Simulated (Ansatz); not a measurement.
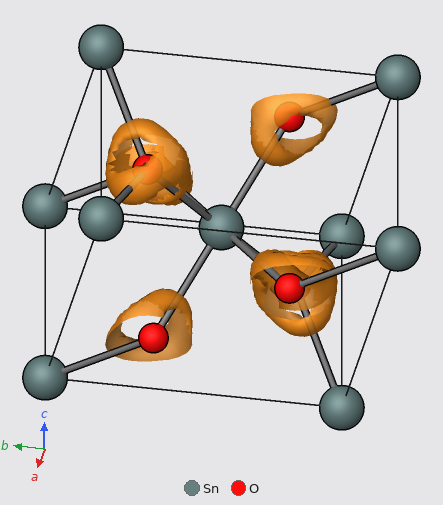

Figure. SnO2. Deformation density (self-consistent density less superposed neutral spherical atoms): orange surfaces at +0.15, none at −0.15 e/Å³, in the conventional cell seen at an oblique angle (the regions close to the nuclei are left out). Cores are masked to 0.9 Å (Sn) and 0.6 Å (O).

Space group P4_2/mnm; the calculation finds a residual pressure of about 11 GPa at this fixed cell.

Theory: DFT PBE, scalar-relativistic, plane waves, PAW (Ansatz 0.2.0).

Core electrons are frozen (PAW), so the fields are smoothed inside the atomic spheres.

Read the map: where is density gained and where lost?

O–Sn (2.05 Å): Δρ is +0.03 e/Å³ at the midpoint (close to a masked core, so read it with care). Sn–Sn (3.19 Å): Δρ is −0.04 e/Å³ at the midpoint. Over the whole cell, outside the masked cores, the largest gain lies at the edge of the masked core of O, and the largest loss lies at the edge of the masked core of Sn. In all about 0.34 e an atom is rearranged against the free atoms. Bader charges: Sn +2.51 and O −1.25 e.

The run took 48 s on 2 threads of Intel(R) Xeon(R) Platinum 8259CL CPU @ 2.50GHz (Skylake/Cascade Lake), with other jobs on the host, peak memory 0.47 GiB.
